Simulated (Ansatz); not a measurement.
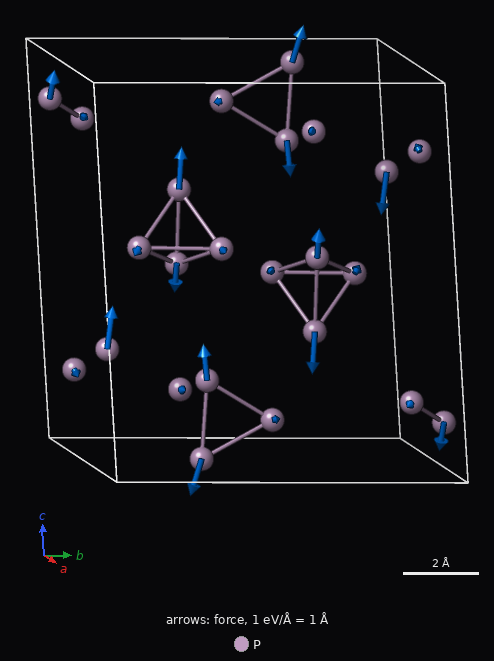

Starting geometry of solid P (a generated structure, set up in P-1) with the computed forces as blue arrows. Style: ball-and-stick. Shown: the cell of the calculation, slightly off an axis.

Method: DFT, PBE, plane-wave PAW, default files, scalar-relativistic, frozen cores in Ansatz.

Input
```yaml
crystal:
  lattice:
    - [5.503, 0.0, 0.0]
    - [-1.9932656975, 10.7000881363, 0.0]
    - [-1.8812344655, -1.265791174, 10.4644563484]
  atoms:
    - { symbol: P, position: [0.0774652601, -0.0090722636, 0.6756881485] }
    - { symbol: P, position: [0.9225347399, 1.0090722636, 0.3243118515] }
    - { symbol: P, position: [0.5856218677, 0.1789979396, 0.5409039629] }
    - { symbol: P, position: [0.4143781323, 0.8210020604, 0.4590960371] }
    - { symbol: P, position: [0.1715075132, 0.0509568667, 0.1894728141] }
    - { symbol: P, position: [0.8284924868, 0.9490431333, 0.8105271859] }
    - { symbol: P, position: [0.7783344684, 0.3781055472, 0.559892249] }
    - { symbol: P, position: [0.2216655316, 0.6218944528, 0.440107751] }
    - { symbol: P, position: [0.6904596044, 0.3030661573, 0.0243379899] }
    - { symbol: P, position: [0.3095403956, 0.6969338427, 0.9756620101] }
    - { symbol: P, position: [0.2386460186, 0.0141061297, 0.8756473741] }
    - { symbol: P, position: [0.7613539814, 0.9858938703, 0.1243526259] }
    - { symbol: P, position: [0.5021293297, 0.3179435809, 0.6777623154] }
    - { symbol: P, position: [0.4978706703, 0.6820564191, 0.3222376846] }
    - { symbol: P, position: [0.37323916, 0.3228474032, 0.4778842676] }
    - { symbol: P, position: [0.62676084, 0.6771525968, 0.5221157324] }
    - { symbol: P, position: [0.0785172127, 0.3666778236, 0.1300693873] }
    - { symbol: P, position: [0.9214827873, 0.6333221764, 0.8699306127] }
    - { symbol: P, position: [0.0078123538, 0.1456978962, 0.7997364168] }
    - { symbol: P, position: [0.9921876462, 0.8543021038, 0.2002635832] }
    - { symbol: P, position: [0.8028353212, 0.4899966899, 0.1347049794] }
    - { symbol: P, position: [0.1971646788, 0.5100033101, 0.8652950206] }
    - { symbol: P, position: [0.7633479972, 0.3178406045, 0.2288122027] }
    - { symbol: P, position: [0.2366520028, 0.6821593955, 0.7711877973] }
kpoints:
  mp_grid: { grid: [6, 3, 3] }
scf:
  occupations: { method: fermi_dirac, width: 0.02 }
hamiltonian:
  xc: pbe
  pseudopotentials: { kind: paw, frozen_core: stored }
output:
  forces: true
  stress: true
  populations: true
  efg: {}
relax:
  f_tol: 0.02
  max_steps: 60
```

Command:
```bash
ansatz run input.yaml --threads 4 --pin off --max-ram 8192MiB --backend cpu --events-out ev --progress --plain --runs-dir out
```

> What follows when this structure is relaxed?

It isn't relaxed: the largest force vector, on P atoms, is 1.19 eV/Å. The final displacements follow the starting forces only in part (cosine between the two patterns 0.30). The largest moves, 0.11 Å, are those of P13 and P14. P13 goes along [0 1 1]. The lattice vectors keep their values. Near-neighbour distances that change, for instance: P10–P24 2.142 → 2.208 Å, P13–P15 2.141 → 2.204 Å, P1–P6 2.179 → 2.208 Å, P10–P18 2.191 → 2.208 Å. The space group stays P-1 (No. 2). Over 3 accepted moves (4 points after the start) the energy falls by 8.5 meV per atom. The largest force component goes from 1.2 to 0.0087 eV/Å. The line search rejected the trial step at point 3 of the run. The run took 99 s on 4 threads of Intel(R) Xeon(R) Platinum 8488C (Sapphire Rapids), with other jobs on the host, peak memory 2.2 GiB.
